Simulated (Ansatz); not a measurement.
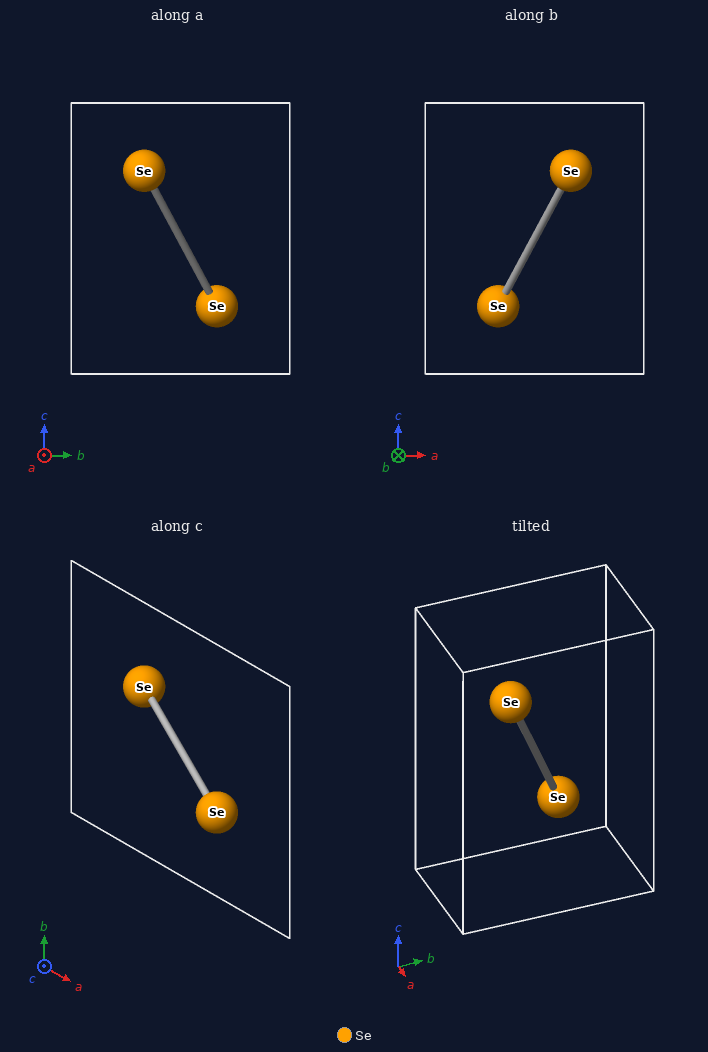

The crystal in a ball-and-stick representation, seen along the a axis, along the b axis, along the c axis and slightly off an axis. The edges of the conventional unit cell are marked.

Lattice parameters: a = 3.561 Å, b = 3.561 Å, c = 3.829 Å, α = 90.00°, β = 90.00°, γ = 120.00°.

Q: Set out the cell and atoms as a table of Wyckoff sites.

A: Space group P6_3/mmc (No. 194).
```json
{"atom": "Se", "site": "2c", "x": "0.3333", "y": "0.6667", "z": "0.2500"}
```

Origin of the cell: a structure type filled with this element by a generator (whether the element takes this form wasn't checked). The structure drawn was relaxed with Ansatz, DFT, PBEsol, plane waves (420 eV) with PAW, scalar-relativistic.
